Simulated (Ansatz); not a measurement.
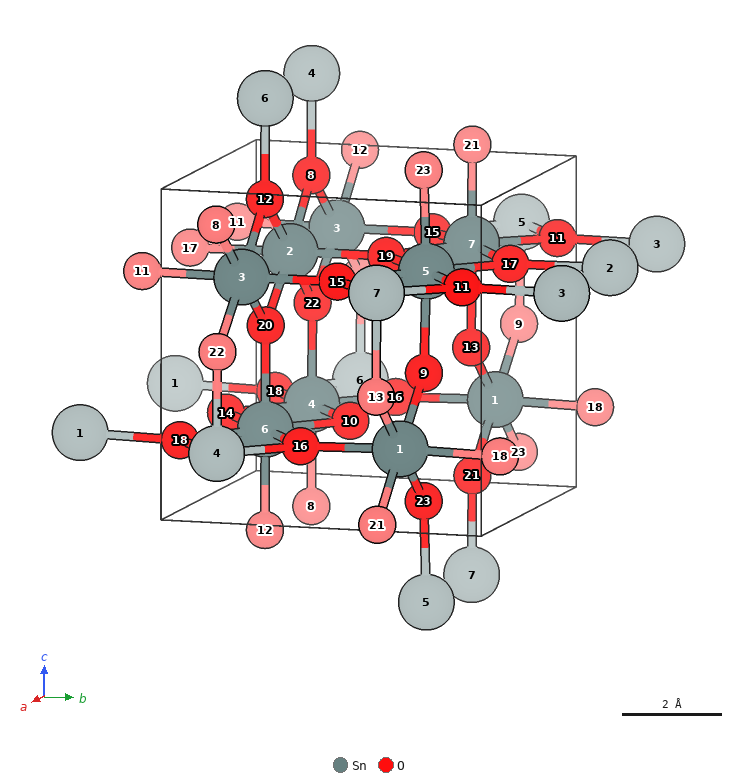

**Figure 1.** The starting structure (ball-and-stick view of the cell of the calculation, seen slightly off an axis; neighbours outside the cell are drawn fainter; atoms are numbered from 1 in the order of the input). An atom can appear more than once, as a periodic image. Near neighbours in the periodic cell (some may lie outside the picture): Sn has 6 O at 2.03 to 2.15 Å; O has 3 Sn at 2.03 to 2.15 Å; O has 2 Sn at 2.05 to 2.14 Å.

# Run report: Sn7O16, geometry relaxation (part 1 of 3)

The run: geometry relaxation of Sn7O16 (23 atoms in the cell). Method and program: DFT PBE, scalar-relativistic, plane waves, PAW, no spin polarisation (Ansatz 0.2.0).

The structure was built on a prototype by a generator; it need not be a known phase. It belongs to a series of runs on one base structure; here: 1 of 8 Sn atoms taken out at random. Figures and captions count atoms from 1; the log counts them from 0 in places.

### What the program printed
```
Engine: ansatz 0.2.0, aarch64-unknown-linux-gnu
Pseudopotentials: kind: paw
Pseudopotential: Sn, paw, valence charge 14, recommended cutoff 420 eV (normal), Sn.paw.azcp
Pseudopotential: O, paw, valence charge 6, recommended cutoff 420 eV (normal), O.paw.azcp
Functional definition: PBE
  parameter kappa = 0.804
  parameter beta = 0.06672455060314922
  exchange = pbe_x(kappa = kappa, mu = beta*pi^2/3)
  correlation = pbe_c(beta = beta)
Crystal: 23 atoms, lattice volume = 301.858 Å³
Basis set: ecut = 420 eV, 5945 PW (Γ), exchange–correlation on 90×96×96 points (8 copies of the dense FFT grid, shifted against one another)
Bands: 120, of which v1, the nominal top of the filled ones, is band 97 counted from 1 (96 counted from 0)
Symmetry: 1 space group operations
k-points: 4 of 8 (time reversal used)
Non-local potential: Sn, projectors of the file, l = 0: 2, l = 1: 2, l = 2: 2, l = 3: 2
Non-local potential: O, projectors of the file, l = 0: 2, l = 1: 2, l = 2: 1
PAW form: soft (Blöchl's): semilocal exchange-correlation on the pseudo side does not see the compensation charge
PAW one-centre angular grid: Sn, 590 points (default); XC on 64 Gauss nodes
PAW one-centre angular grid: O, 110 points (default); XC on 64 Gauss nodes
Initial density: superposition of atomic densities (neutral atoms: chi_scale 0, normalization atom), corrected by the library's trained network
Initial wavefunctions: pseudopotential atomic-orbital guess
Functional: x = pbe(κ = 0.804, μ = 0.2195149727645171), c = pbe(β = 0.06672455060314922)
SCF iter   1: F=—  HF=-51235.112111 eV  |F-HF|=—  |Δ(HF+E_count)|=         —  Δρ=7.60e-3  dr2=1.77e-1  ethr=1.77e-3  ⟨swp⟩=5.0  Hψ=1848  notcnv=0  defer=38
preconditioner: auto → LDOS  [metal: Δε(μ)=0.094 eV  Ē_g=18.231 eV  σ=0.100 eV  W_gap=0.49  n_scr=80 (ndim 8)  ℏωp=29.8 eV  f_vac=0.054  D(μ)=21.35/eV (n_scr^D=250)  β→1.0]
SCF iter   2: F=—  HF=-51235.100632 eV  |F-HF|=—  |Δ(HF+E_count)|=   1.15e-2  Δρ=3.67e-3  dr2=1.65e-2  ethr=9.15e-5  ⟨swp⟩=1.0  Hψ=552  notcnv=0  defer=53
SCF iter   3: F=—  HF=-51235.101971 eV  |F-HF|=—  |Δ(HF+E_count)|=   1.34e-3  Δρ=2.38e-3  dr2=7.62e-3  ethr=8.53e-6  ⟨swp⟩=2.2  Hψ=730  notcnv=0  defer=53
SCF iter   4: F=—  HF=-51235.101233 eV  |F-HF|=—  |Δ(HF+E_count)|=   7.38e-4  Δρ=9.13e-4  dr2=2.76e-3  ethr=3.93e-6  ⟨swp⟩=1.0  Hψ=424  notcnv=0  defer=53
SCF iter   5: F=—  HF=-51235.101087 eV  |F-HF|=—  |Δ(HF+E_count)|=   1.46e-4  Δρ=3.31e-4  dr2=3.25e-4  ethr=1.42e-6  ⟨swp⟩=1.0  Hψ=424  notcnv=0  defer=53
SCF iter   6: F=—  HF=-51235.101090 eV  |F-HF|=—  |Δ(HF+E_count)|=   3.19e-6  Δρ=1.58e-4  dr2=8.93e-5  ethr=1.68e-7  ⟨swp⟩=1.0  Hψ=424  notcnv=0  defer=53
SCF iter   7: F=—  HF=-51235.100559 eV  |F-HF|=—  |Δ(HF+E_count)|=   5.30e-4  Δρ=7.71e-5  dr2=2.34e-5  ethr=4.61e-8  ⟨swp⟩=2.0  Hψ=808  notcnv=0  defer=53
SCF iter   8: F=—  HF=-51235.100559 eV  |F-HF|=—  |Δ(HF+E_count)|=   2.33e-7  Δρ=4.90e-5  dr2=9.42e-6  ethr=1.21e-8  ⟨swp⟩=1.0  Hψ=424  notcnv=0  defer=53
SCF iter   9: F=—  HF=-51235.100559 eV  |F-HF|=—  |Δ(HF+E_count)|=   4.42e-8  Δρ=3.99e-5  dr2=6.33e-6  ethr=4.86e-9  ⟨swp⟩=1.0  Hψ=424  notcnv=0  defer=53
SCF iter  10: F=—  HF=-51235.100559 eV  |F-HF|=—  |Δ(HF+E_count)|=   1.98e-7  Δρ=2.16e-5  dr2=1.84e-6  ethr=3.26e-9  ⟨swp⟩=1.0  Hψ=424  notcnv=0  defer=53
SCF iter  11: F=—  HF=-51235.100559 eV  |F-HF|=—  |Δ(HF+E_count)|=   4.03e-9  Δρ=1.29e-5  dr2=6.39e-7  ethr=9.48e-10  ⟨swp⟩=1.0  Hψ=424  notcnv=0  defer=53
SCF iter  12: F=—  HF=-51235.100559 eV  |F-HF|=—  |Δ(HF+E_count)|=  6.33e-10  Δρ=8.26e-6  dr2=2.72e-7  ethr=3.30e-10  ⟨swp⟩=1.0  Hψ=424  notcnv=0  defer=53
SCF iter  13: F=-51235.100559 eV  HF=-51235.100559 eV  |F-HF|=3.96e-8  |Δ(HF+E_count)|=   1.31e-8  Δρ=3.89e-6  dr2=5.38e-8  ethr=5.15e-11  ⟨swp⟩=11.8  Hψ=2021  notcnv=0
SCF 1 converged in 13 iterations: F = -51235.100559 eV  dr2 = 5.38e-8
  greatest PAW one-centre occupation: 0.996 electrons in one spin orbital (limit 2), on the Sn atom at site 2 (counted from 0), in its partial waves of l = 2
relax step   1: F+E_penalty+E_count = -51235.10055892 eV  Δ(F+E_penalty+E_count) = +0.000e0 eV  max|allowed force component| = 9.683e-1 eV/Å  Δτ_max = 0.0000 Å  P = +0.084 GPa  Ω = 301.858 Å³  (13 SCF iters, dr2 threshold 1.00e-7 eV, accepted)
Crystal: 23 atoms, lattice volume = 306.819 Å³
Basis set: ecut = 420 eV, 6027 PW (Γ), exchange–correlation on 90×96×96 points (8 copies of the dense FFT grid, shifted against one another)
Initial density: handed on by an earlier stage of this run
Initial wavefunctions: those handed on with the density
iter 1 solved again at ethr=9.27e-4 eV; its pass at ethr=3.10e-3 eV (dr2=1.80e0 eV) is discarded
SCF iter   1: F=—  HF=-51235.548727 eV  |F-HF|=—  |Δ(HF+E_count)|=         —  Δρ=2.23e-2  dr2=1.80e0  ethr=9.27e-4  ⟨swp⟩=4.2  Hψ=2437  notcnv=0
preconditioner: auto → LDOS  [metal: Δε(μ)=0.088 eV  Ē_g=18.241 eV  σ=0.100 eV  W_gap=0.46  n_scr=80 (ndim 8)  ℏωp=29.5 eV  f_vac=0.070  D(μ)=21.30/eV (n_scr^D=234)  β→1.0]
SCF iter   2: F=—  HF=-51235.415766 eV  |F-HF|=—  |Δ(HF+E_count)|=   1.33e-1  Δρ=1.52e-2  dr2=7.00e-1  ethr=9.27e-4  ⟨swp⟩=2.0  Hψ=564  notcnv=0
SCF iter   3: F=—  HF=-51235.412667 eV  |F-HF|=—  |Δ(HF+E_count)|=   3.10e-3  Δρ=5.75e-3  dr2=1.03e-1  ethr=3.61e-4  ⟨swp⟩=1.2  Hψ=548  notcnv=0  defer=42
SCF iter   4: F=—  HF=-51235.412337 eV  |F-HF|=—  |Δ(HF+E_count)|=   3.31e-4  Δρ=2.89e-3  dr2=3.34e-2  ethr=5.33e-5  ⟨swp⟩=1.0  Hψ=456  notcnv=0  defer=42
SCF iter   5: F=—  HF=-51235.412797 eV  |F-HF|=—  |Δ(HF+E_count)|=   4.61e-4  Δρ=1.55e-3  dr2=9.07e-3  ethr=1.72e-5  ⟨swp⟩=1.0  Hψ=424  notcnv=0  defer=42
SCF iter   6: F=—  HF=-51235.412672 eV  |F-HF|=—  |Δ(HF+E_count)|=   1.26e-4  Δρ=5.91e-4  dr2=1.10e-3  ethr=4.67e-6  ⟨swp⟩=1.0  Hψ=424  notcnv=0  defer=42
SCF iter   7: F=—  HF=-51235.412245 eV  |F-HF|=—  |Δ(HF+E_count)|=   4.27e-4  Δρ=3.09e-4  dr2=3.59e-4  ethr=5.65e-7  ⟨swp⟩=1.0  Hψ=424  notcnv=0  defer=42
SCF iter   8: F=—  HF=-51235.412258 eV  |F-HF|=—  |Δ(HF+E_count)|=   1.31e-5  Δρ=1.98e-4  dr2=1.51e-4  ethr=1.85e-7  ⟨swp⟩=1.0  Hψ=424  notcnv=0  defer=42
SCF iter   9: F=—  HF=-51235.412259 eV  |F-HF|=—  |Δ(HF+E_count)|=   8.19e-7  Δρ=1.20e-4  dr2=5.12e-5  ethr=7.81e-8  ⟨swp⟩=1.0  Hψ=424  notcnv=0  defer=42
SCF iter  10: F=—  HF=-51235.412258 eV  |F-HF|=—  |Δ(HF+E_count)|=   4.09e-7  Δρ=8.83e-5  dr2=2.86e-5  ethr=2.64e-8  ⟨swp⟩=1.0  Hψ=424  notcnv=0  defer=42
SCF iter  11: F=—  HF=-51235.412258 eV  |F-HF|=—  |Δ(HF+E_count)|=   6.42e-7  Δρ=6.55e-5  dr2=1.63e-5  ethr=1.47e-8  ⟨swp⟩=1.0  Hψ=424  notcnv=0  defer=42
SCF iter  12: F=—  HF=-51235.412257 eV  |F-HF|=—  |Δ(HF+E_count)|=   5.11e-7  Δρ=3.69e-5  dr2=4.32e-6  ethr=8.39e-9  ⟨swp⟩=1.0  Hψ=424  notcnv=0  defer=42
SCF iter  13: F=-51235.412256 eV  HF=-51235.412257 eV  |F-HF|=1.19e-6  |Δ(HF+E_count)|=   1.40e-7  Δρ=1.88e-5  dr2=1.45e-6  ethr=1.19e-9  ⟨swp⟩=13.8  Hψ=2177  notcnv=0
SCF 2 converged in 13 iterations: F = -51235.412256 eV  dr2 = 1.45e-6
relax step   2: F+E_penalty+E_count = -51235.41225592 eV  Δ(F+E_penalty+E_count) = -3.117e-1 eV  max|allowed force component| = 4.418e-1 eV/Å  Δτ_max = 0.1117 Å  P = -0.705 GPa  Ω = 306.819 Å³  energy of the carried Pulay correction = -2.428e-2 eV  (13 SCF iters, dr2 threshold 2.30e-6 eV, accepted)
Crystal: 23 atoms, lattice volume = 305.393 Å³
Basis set: ecut = 420 eV, 6003 PW (Γ), exchange–correlation on 90×96×96 points (8 copies of the dense FFT grid, shifted against one another)
iter 1 solved again at ethr=2.14e-4 eV; its pass at ethr=3.10e-3 eV (dr2=4.15e-1 eV) is discarded
SCF iter   1: F=—  HF=-51235.498833 eV  |F-HF|=—  |Δ(HF+E_count)|=         —  Δρ=1.17e-2  dr2=4.21e-1  ethr=2.14e-4  ⟨swp⟩=4.0  Hψ=2072  notcnv=0
preconditioner: auto → LDOS  [insulator: Δε(μ)=0.105 eV  Ē_g=18.306 eV  σ=0.100 eV  W_gap=0.54  n_scr=80 (ndim 8)  ℏωp=29.6 eV  f_vac=0.067  D(μ)=21.49/eV (n_scr^D=250)  ε∞_Penn≈3.6  β→1.0]
SCF iter   2: F=—  HF=-51235.468599 eV  |F-HF|=—  |Δ(HF+E_count)|=   3.02e-2  Δρ=6.91e-3  dr2=1.78e-1  ethr=2.14e-4  ⟨swp⟩=2.0  Hψ=960  notcnv=0
SCF iter   3: F=—  HF=-51235.456733 eV  |F-HF|=—  |Δ(HF+E_count)|=   1.19e-2  Δρ=3.12e-3  dr2=3.80e-2  ethr=9.19e-5  ⟨swp⟩=2.0  Hψ=960  notcnv=0
SCF iter   4: F=—  HF=-51235.457695 eV  |F-HF|=—  |Δ(HF+E_count)|=   9.63e-4  Δρ=1.94e-3  dr2=1.40e-2  ethr=1.96e-5  ⟨swp⟩=1.0  Hψ=480  notcnv=0
SCF iter   5: F=—  HF=-51235.457105 eV  |F-HF|=—  |Δ(HF+E_count)|=   5.90e-4  Δρ=8.05e-4  dr2=2.48e-3  ethr=7.22e-6  ⟨swp⟩=1.0  Hψ=480  notcnv=0
SCF iter   6: F=—  HF=-51235.457061 eV  |F-HF|=—  |Δ(HF+E_count)|=   4.41e-5  Δρ=2.21e-4  dr2=1.80e-4  ethr=1.28e-6  ⟨swp⟩=1.0  Hψ=480  notcnv=0
SCF iter   7: F=—  HF=-51235.456285 eV  |F-HF|=—  |Δ(HF+E_count)|=   7.76e-4  Δρ=1.47e-4  dr2=8.20e-5  ethr=9.29e-8  ⟨swp⟩=1.0  Hψ=480  notcnv=0
SCF iter   8: F=—  HF=-51235.456287 eV  |F-HF|=—  |Δ(HF+E_count)|=   1.94e-6  Δρ=8.92e-5  dr2=3.02e-5  ethr=4.23e-8  ⟨swp⟩=1.0  Hψ=480  notcnv=0
SCF iter   9: F=—  HF=-51235.456287 eV  |F-HF|=—  |Δ(HF+E_count)|=   1.21e-7  Δρ=6.08e-5  dr2=1.35e-5  ethr=1.55e-8  ⟨swp⟩=1.0  Hψ=480  notcnv=0
SCF iter  10: F=—  HF=-51235.456287 eV  |F-HF|=—  |Δ(HF+E_count)|=   6.30e-8  Δρ=3.92e-5  dr2=5.73e-6  ethr=6.95e-9  ⟨swp⟩=1.0  Hψ=480  notcnv=0
SCF iter  11: F=—  HF=-51235.456287 eV  |F-HF|=—  |Δ(HF+E_count)|=   4.76e-8  Δρ=2.76e-5  dr2=2.90e-6  ethr=2.96e-9  ⟨swp⟩=1.0  Hψ=480  notcnv=0
SCF iter  12: F=-51235.456286 eV  HF=-51235.456287 eV  |F-HF|=9.89e-7  |Δ(HF+E_count)|=   4.71e-8  Δρ=1.77e-5  dr2=1.16e-6  ethr=1.19e-9  ⟨swp⟩=9.8  Hψ=1719  notcnv=0
SCF 3 converged in 12 iterations: F = -51235.456286 eV  dr2 = 1.16e-6
relax step   3: F+E_penalty+E_count = -51235.45628599 eV  Δ(F+E_penalty+E_count) = -4.403e-2 eV  max|allowed force component| = 2.810e-1 eV/Å  Δτ_max = 0.0450 Å  P = +0.445 GPa  Ω = 305.393 Å³  energy of the carried Pulay correction = -1.734e-2 eV  (12 SCF iters, dr2 threshold 2.30e-6 eV, accepted)
Crystal: 23 atoms, lattice volume = 306.102 Å³
Basis set: ecut = 420 eV, 6021 PW (Γ), exchange–correlation on 90×96×96 points (8 copies of the dense FFT grid, shifted against one another)
iter 1 solved again at ethr=2.80e-5 eV; its pass at ethr=3.10e-3 eV (dr2=5.43e-2 eV) is discarded
SCF iter   1: F=—  HF=-51235.473044 eV  |F-HF|=—  |Δ(HF+E_count)|=         —  Δρ=3.89e-3  dr2=5.46e-2  ethr=2.80e-5  ⟨swp⟩=3.0  Hψ=1938  notcnv=0
preconditioner: auto → LDOS  [metal: Δε(μ)=0.077 eV  Ē_g=18.285 eV  σ=0.100 eV  W_gap=0.41  n_scr=80 (ndim 8)  ℏωp=29.6 eV  f_vac=0.070  D(μ)=24.63/eV (n_scr^D=270)  β→1.0]
SCF iter   2: F=—  HF=-51235.469146 eV  |F-HF|=—  |Δ(HF+E_count)|=   3.90e-3  Δρ=2.03e-3  dr2=1.34e-2  ethr=2.80e-5  ⟨swp⟩=2.0  Hψ=500  notcnv=0
SCF iter   3: F=—  HF=-51235.469350 eV  |F-HF|=—  |Δ(HF+E_count)|=   2.04e-4  Δρ=1.75e-3  dr2=1.14e-2  ethr=6.91e-6  ⟨swp⟩=2.5  Hψ=866  notcnv=0
SCF iter   4: F=—  HF=-51235.468670 eV  |F-HF|=—  |Δ(HF+E_count)|=   6.80e-4  Δρ=5.98e-4  dr2=1.38e-3  ethr=5.88e-6  ⟨swp⟩=1.0  Hψ=480  notcnv=0
SCF iter   5: F=—  HF=-51235.468013 eV  |F-HF|=—  |Δ(HF+E_count)|=   6.56e-4  Δρ=2.56e-4  dr2=2.26e-4  ethr=7.10e-7  ⟨swp⟩=1.0  Hψ=480  notcnv=0
SCF iter   6: F=—  HF=-51235.468014 eV  |F-HF|=—  |Δ(HF+E_count)|=   9.05e-7  Δρ=1.01e-4  dr2=3.82e-5  ethr=1.17e-7  ⟨swp⟩=1.0  Hψ=480  notcnv=0
SCF iter   7: F=—  HF=-51235.468016 eV  |F-HF|=—  |Δ(HF+E_count)|=   1.76e-6  Δρ=5.89e-5  dr2=1.19e-5  ethr=1.97e-8  ⟨swp⟩=1.0  Hψ=480  notcnv=0
SCF iter   8: F=—  HF=-51235.468016 eV  |F-HF|=—  |Δ(HF+E_count)|=   4.45e-7  Δρ=4.06e-5  dr2=5.93e-6  ethr=6.12e-9  ⟨swp⟩=1.0  Hψ=480  notcnv=0
SCF iter   9: F=-51235.468015 eV  HF=-51235.468016 eV  |F-HF|=1.63e-6  |Δ(HF+E_count)|=   1.30e-7  Δρ=2.34e-5  dr2=1.96e-6  ethr=1.19e-9  ⟨swp⟩=8.8  Hψ=2173  notcnv=0
SCF 4 converged in 9 iterations: F = -51235.468015 eV  dr2 = 1.96e-6
relax step   4: F+E_penalty+E_count = -51235.46801470 eV  Δ(F+E_penalty+E_count) = -1.173e-2 eV  max|allowed force component| = 1.781e-2 eV/Å  Δτ_max = 0.0183 Å  P = +0.005 GPa  Ω = 306.102 Å³  energy of the carried Pulay correction = -2.079e-2 eV  (9 SCF iters, dr2 threshold 2.30e-6 eV, accepted)
Initial wavefunctions: pseudopotential atomic-orbital guess (no wavefunctions were taken with the density)
iter 1 solved again at ethr=1.82e-7 eV; its pass at ethr=3.10e-3 eV (dr2=3.53e-4 eV) is discarded
```
